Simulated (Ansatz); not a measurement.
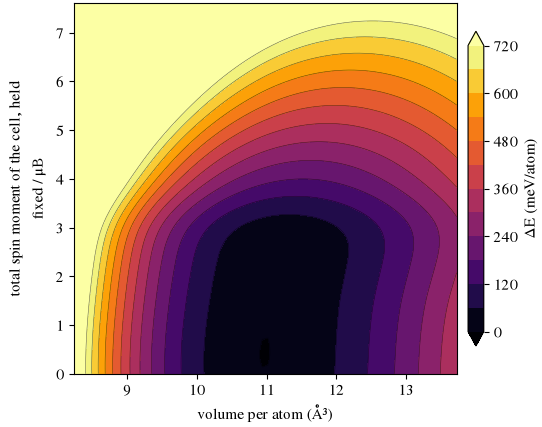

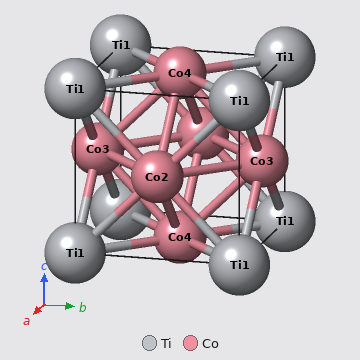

Energy landscape of TiCo3 (Pm-3m, No. 221; 4 atoms in the cell). The energy is mapped over volume and a fixed ferromagnetic moment. The first coordinate is: volume per atom; the second: total spin moment of the cell, held fixed. Nothing is relaxed (shape and fractional coordinates fixed). Grid: 9 × 11 points. Points are written as (first, second). Energies are in meV/atom, from the lowest grid point. The moment is held fixed and parallel; antiferromagnetic orders weren't tried. Method: DFT PBEsol, scalar-relativistic, plane waves, PAW in Ansatz. Settings: cutoff 520 eV, k-mesh 12×12×12, gaussian smearing 0.15 eV.

In the figure: filled contours, one colour for all values above the top of the scale. Between grid points the surface is interpolated. The second picture is the structure at the lowest point.

Question: Where are the wells?

Answer: The lowest grid point is at (10.98 Å³, 0.76 μB). No other kind of well shows on this grid. The highest grid point, (8.23 Å³, 7.60 μB), lies 2575 meV/atom above the lowest.

Grid values (meV/atom):

```
second ↓, first →  8.23  8.92  9.61  10.29  10.98  11.66  12.35  13.04  13.72
             7.60  2575  1899  1437   1132    941    835    792    794    832
             6.84  2274  1636  1206    927    759    673    646    664    714
             6.08  1990  1390   993    741    595    527    516    548    610
             5.32  1723  1159   792    566    443    393    398    443    517
             4.56  1473   940   601    400    299    268    289    347    433
             3.80  1243   737   423    244    162    149    186    259    357
             3.04  1037   556   263    103     38     41     92    179    289
             2.28   943   481   205     59      6     20     81    175    292
             1.52   893   445   181     46      3     25     95    197    322
             0.76   861   422   165     37      0     28    103    210    340
             0.00   853   416   162     36      0     30    106    215    347
```

The whole map (99 points run) took 12 min on 4 threads of Arm Neoverse V2, on a shared host.
